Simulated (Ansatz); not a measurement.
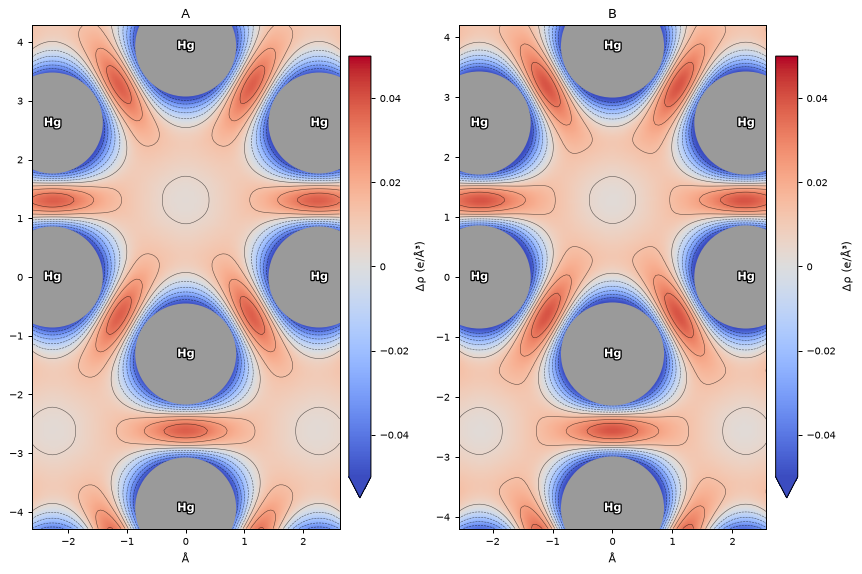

Hg: deformation density on the (001) plane of the conventional cell at two volumes, with the same fractional coordinates and one colour scale. Grey discs cover the cores. Panel B has 94 % of the volume of panel A.

Space group P6/mmm.

Method: Ansatz 0.2.0, DFT PBE, scalar-relativistic, plane waves, PAW.

Q: How do bonds, bonding charge and pressure respond to this change of volume?

A: From A to B, Hg–Hg goes from 2.62 to 2.57 Å, and Δρ at its midpoint from +0.038 to +0.040 e/Å³.
The pressure is 13 GPa in A and 20 GPa in B.
The rearranged charge is 0.14 e an atom in A and 0.15 e in B.
